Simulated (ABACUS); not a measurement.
**Mg: 7 runs along one coordinate**

System: Mg (I4/mmm, 1 atom in the cell).
Method: Kohn-Sham DFT of a periodic cell, PBE, PseudoDojo NC SR 0.4.1 PBE standard, no spin polarisation (ABACUS 3.10.1).

The 7 runs differ only in the geometry, by an even scaling of the cell at fixed fractional positions. The structure derives from a Materials Project entry.

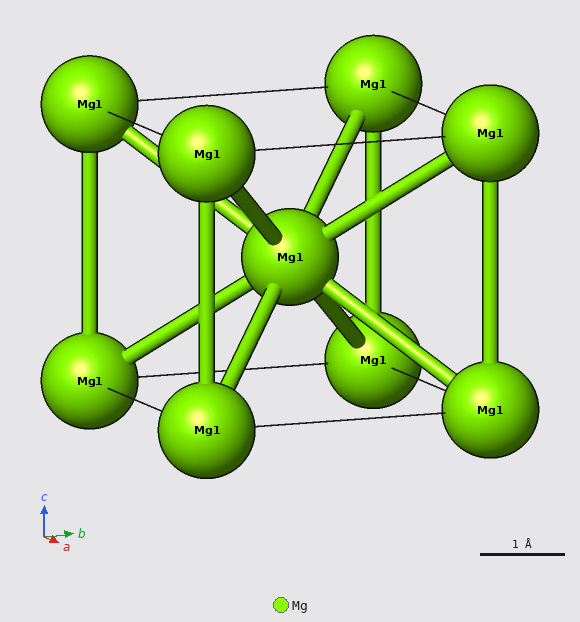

Figure 1. The structure of run 4 (ball-and-stick view of the cell 2 times as large as that of the calculation, set on its symmetry axes, seen slightly off an axis; atoms are numbered from 1 in the order of the input).

**Input of run 4**
```
INPUT_PARAMETERS
suffix              Mg
calculation         scf
basis_type          lcao
pseudo_dir          ./
orbital_dir         ./
symmetry            1
dft_functional      pbe
ecutwfc             100
pseudo_rcut         10
nspin               1
nbands              9
ks_solver           genelpa
smearing_method     fd
smearing_sigma      0.00367493
scf_thr             1e-07
scf_nmax            100
mixing_type         broyden
mixing_beta         0.7
cal_force           1
cal_stress          1
out_mul             1
```

**File STRU of run 4**
```
ATOMIC_SPECIES
Mg 24.3050 Mg.upf

NUMERICAL_ORBITAL
Mg_confined-atom_8au_3s2p1d.orb

LATTICE_CONSTANT
1.8897261246

LATTICE_VECTORS
-1.8359916300 1.8359916300 1.6794040200
1.8359916300 -1.8359916300 1.6794040200
1.8359916300 1.8359916300 -1.6794040200

ATOMIC_POSITIONS
Direct

Mg
0.0
1
0.0000000000 0.0000000000 0.0000000000 1 1 1
```

**File KPT of run 4**
```
K_POINTS
0
Gamma
11 11 11 0 0 0
```

Command:
```bash
OMP_NUM_THREADS=1 mpirun -np 4 abacus > log
```

Lattice vectors (Å) and fractional positions of run 4:
```
  -1.835992    1.835992    1.679404
   1.835992   -1.835992    1.679404
   1.835992    1.835992   -1.679404
Mg  0.000000  0.000000  0.000000
```

Run 5 differs from it as follows:
```diff
--1.8359916300 1.8359916300 1.6794040200
-1.8359916300 -1.8359916300 1.6794040200
-1.8359916300 1.8359916300 -1.6794040200
+-1.8481508693 1.8481508693 1.6905262251
+1.8481508693 -1.8481508693 1.6905262251
+1.8481508693 1.8481508693 -1.6905262251
```

**Results, with one run withheld**

| run | volume per atom (Å³) | free energy per atom, from the lowest run given (meV) | pressure (GPa) |
| --- | --- | --- | --- |
| 1 | 21.286 | 17.73 | 3.54 |
| 2 | 21.738 | 9.16 | 2.53 |
| 3 | 22.191 | 3.45 | 1.60 |
| 4 | 22.644 | 0.00 | 0.76 |
| 5 | 23.097 | ? | ? |
| 6 | 23.550 | 0.06 | −0.72 |
| 7 | 24.003 | 3.04 | −1.36 |

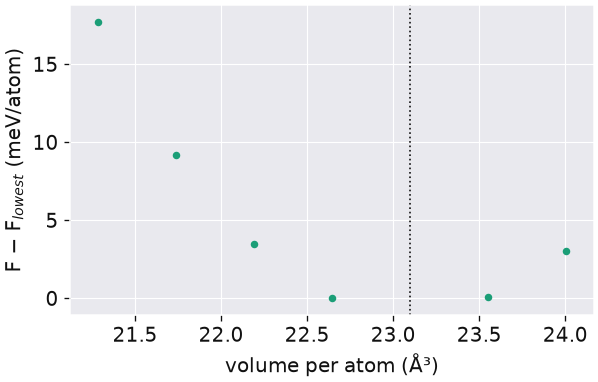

Figure 2. Free energy per atom of the runs given; the dotted line marks run 5.

Fit the runs given and predict run 5.

A cubic polynomial in V^(−2/3) (the Birch–Murnaghan form), fitted to the 6 runs given, misses them by at most 0.07 meV per atom. With x = V^(−2/3) − 0.12534 Å⁻², it reads F = 0.62661 + 1616 x + 3.9747e+05 x² − 1.2025e+06 x³ (meV per atom). At run 5 it gives −1.01 meV per atom, and the run itself gives −0.97. The slope of the fit gives a pressure −dF/dV of −0.01 GPa there, and the run prints −0.01 GPa. The fit has its minimum at 23.090 Å³ per atom, where V d²F/dV² gives 38 GPa. Cell shape and fractional positions are held, so this is the stiffness under even scaling; the relaxed bulk modulus wasn't computed.

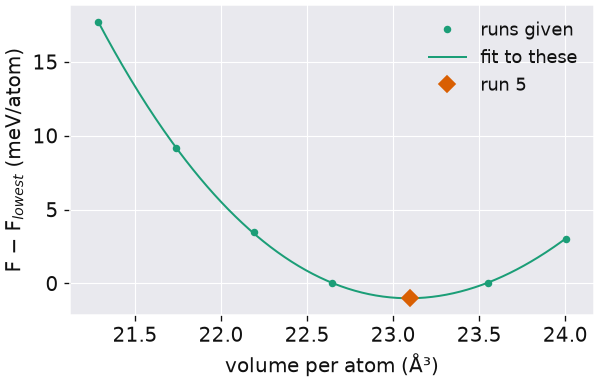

Figure 3. The fit and the withheld run.

**Some lines of the output (run 5)**
```
[...]
                          Volume (Bohr^3) = 155.867
                             Volume (A^3) = 23.097
 E_Fermi        0.4247862874         5.7795139403
 E_Fermi        0.4220821546         5.7427223270
 E_Fermi        0.4208369318         5.7257802008
 E_Fermi        0.4207995452         5.7252715306
 E_Fermi        0.4207927552         5.7251791482
 E_Fermi        0.4207932198         5.7251854689
 E_KS(sigma->0) -118.7832978716      -1616.1296782848
 E_Fermi        0.4207931704         5.7251847968
 final etot is -1616.1312208 eV
 EFERMI = 5.7251847968 eV
 TOTAL-PRESSURE: -0.125073 KBAR
 !FINAL_ETOT_IS -1616.1312207643563852 eV
```

Notes: Points of doubt noted for this run: home made orbitals.
